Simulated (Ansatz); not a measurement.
# Be$_{6}$S: what the fields show

Input

```
crystal:
  lattice:
    - [3.8905204443, 0.0, 0.0]
    - [-1.9452602221, 3.3692895387, 0.0]
    - [0.0, 0.0, 5.4938809733]
  atoms:
    - { symbol: Be, position: [0.665493915, 0.665493915, 0.3369354894] }
    - { symbol: Be, position: [0.334506085, 0.0, 0.3369354894] }
    - { symbol: Be, position: [0.0, 0.334506085, 0.3369354894] }
    - { symbol: Be, position: [0.665493915, 0.0, 0.6630645106] }
    - { symbol: Be, position: [0.0, 0.665493915, 0.6630645106] }
    - { symbol: Be, position: [0.334506085, 0.334506085, 0.6630645106] }
    - { symbol: S, position: [0.0, 0.0, 0.0] }
basis:
  ecutwfc: 420
kpoints:
  mp_grid: { grid: [12, 12, 6] }
hamiltonian:
  xc: pbe
scf:
  occupations: { method: gaussian, width: 0.1 }
output:
  forces: true
  stress: true
  eigenvalues: true
  write_density: true
  write_potential: true
  elf: true
  volumetric_format: npy
relax:
  adjacent_minimum: "off"
  f_tol: 0.01
  max_steps: 80
  cell: { stress_tol: 0.05 }
```

Run with:

```sh
ansatz run input.yaml --threads 1 --pin off --max-ram 2560MiB --backend cpu --events-out ev --progress --plain --runs-dir out
```

Below, planes, directions and counts refer to the conventional cell (a = 3.87 Å, b = 3.87 Å, c = 5.58 Å, α = 90.00°, β = 90.00°, γ = 120.00°).

The fields are those of the relaxed geometry.

Space group P-31m; a generated structure, not necessarily the stable one.

Method: DFT PBE, scalar-relativistic, plane waves, PAW (Ansatz 0.2.0).

In a PAW calculation such maps are meaningful between the atoms, not at the nuclei.

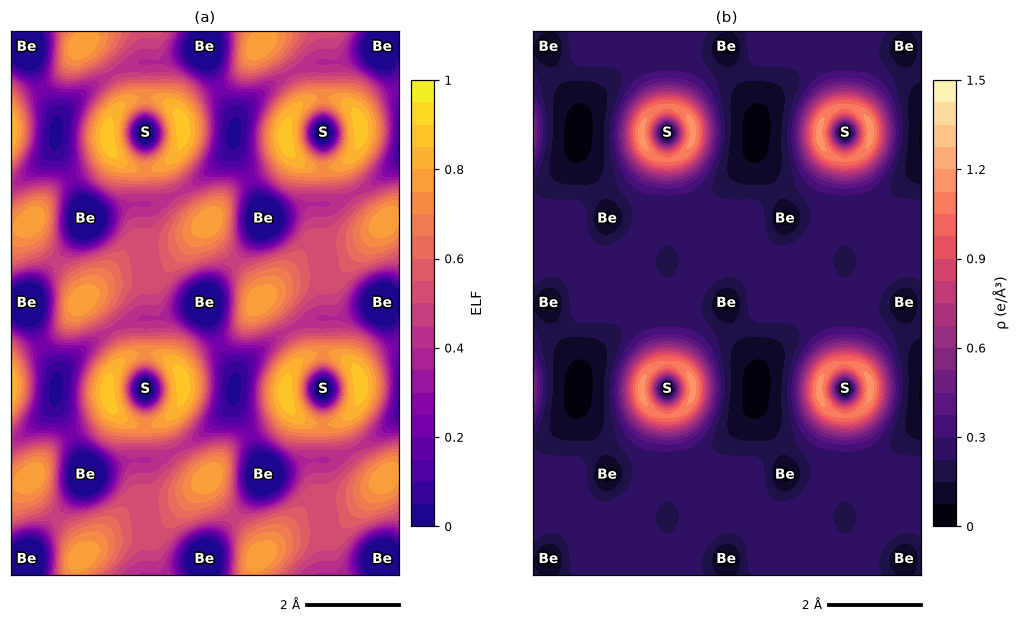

Figure 1. (a) ELF; (b) valence pseudo-density on the (100) plane of the conventional cell.

Question: What do the fields say about this system?

Answer: The section cuts through Be and S sites.
Be–S (2.28 Å): the density is about 0.43 e/Å³ at the midpoint; the ELF peaks at about 0.80 in the valence shell of S, 0.8 Å from its nucleus, and is about 0.70 at the midpoint.
Between the atoms the lowest density in this plane is 0.05 e/Å³.
The ELF has a maximum of about 0.80 in the space between the atoms, on no atom or two-centre bond.

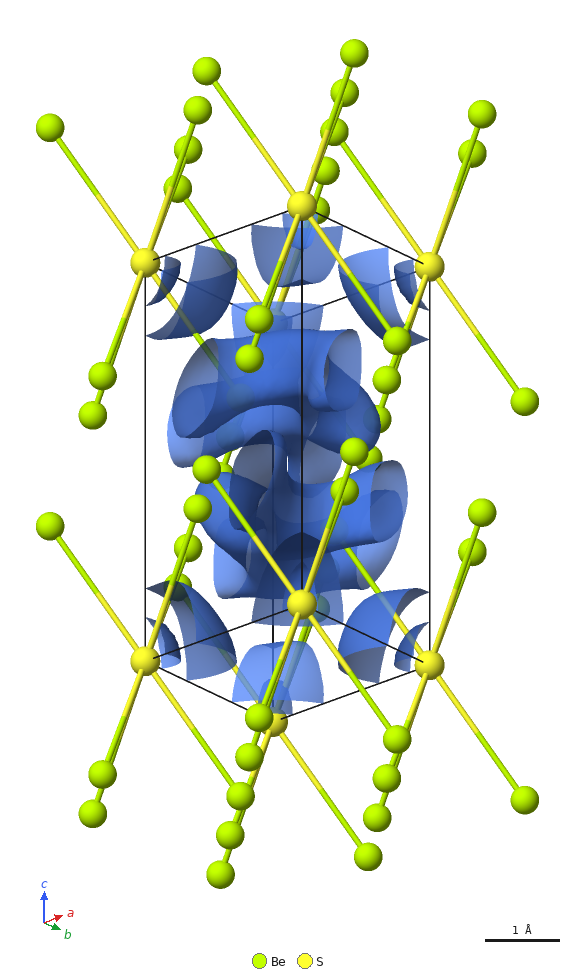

Figure 2. Isosurface of the ELF at 0.65 (blue), seen at an oblique angle. Only the valence region is drawn (cores and ρ < 0.01 e/Å³ removed). Sticks mark near contacts.

Question: Identify the bonds, lone pairs and shells in this picture.

Answer: The ELF exceeds this value in one region wrapped around S (its valence shell) and sheets that run through the cell in two directions, counted in one cell of 7 atoms. Regions shared between cells count once.

Question: Does the calculation give a band gap?

Answer: It is gapless in this calculation (a metal or semimetal).
